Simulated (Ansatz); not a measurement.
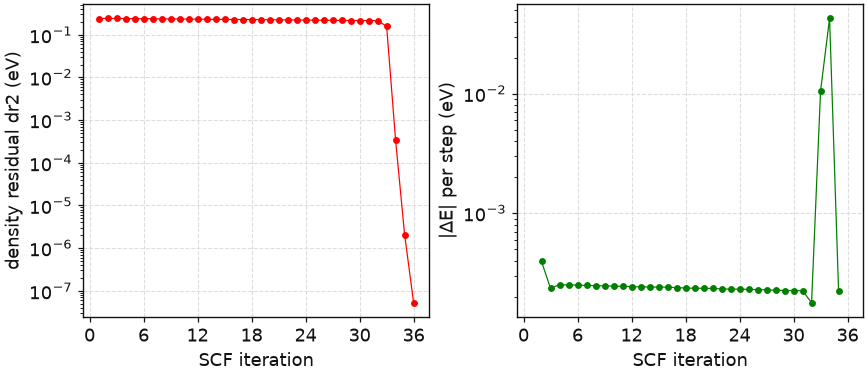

The plot shows the SCF iterations of a calculation: density residual dr2, step-to-step change of the Harris–Foulkes energy. Energy differences below 3 × 10⁻⁶ eV aren't drawn. The starting density is a sum of atomic densities corrected by a trained network.

HfO$_{2}$ (6 atoms in the cell), run with Ansatz.

```
crystal:
  lattice:
    - [4.81353299, 0.0, 0.0]
    - [0.0, 4.81353299, 0.0]
    - [0.0, 0.0, 3.20541541]
  atoms:
    - { symbol: Hf, position: [0.0138623348, 0.0051504096, -0.0171509483] }
    - { symbol: Hf, position: [0.4992967265, 0.502306342, 0.5253237322] }
    - { symbol: O, position: [0.1975344663, 0.7931893551, 0.5221576721] }
    - { symbol: O, position: [0.291353103, 0.3000527581, 0.0032440628] }
    - { symbol: O, position: [0.69745072, 0.6939358406, -0.0226371391] }
    - { symbol: O, position: [0.8005026493, 0.2053652947, 0.4890626205] }
basis:
  ecutwfc: 420
kpoints:
  mp_grid: { grid: [6, 6, 8] }
hamiltonian:
  xc: lda
scf:
  occupations: { method: gaussian, width: 0.05 }
  mixing: { algorithm: anderson, beta: 0.001, ndim: 1 }
  max_iter: 75
output:
  forces: true
  eigenvalues: true
  stress: true
```

Command:
```bash
ansatz run input.yaml --threads 2 --pin off --max-ram 5120MiB --backend cpu --events-out ev --progress --plain --runs-dir out
```

How did this run end?

Answer. It was still iterating, at step 36, when the time limit ended it. The residual goes from 0.24 at the first step to 5 × 10⁻⁸ at the last. After iteration 32 the program gave up density mixing and went on by direct minimisation of the free energy.

Why did it fail, and what helps?

Answer. The input holds a fault, mixing far too weak: scf.mixing set to {"algorithm": "anderson", "beta": 0.001, "ndim": 1}. The plot doesn't show it to be the cause; the time allowed was short.
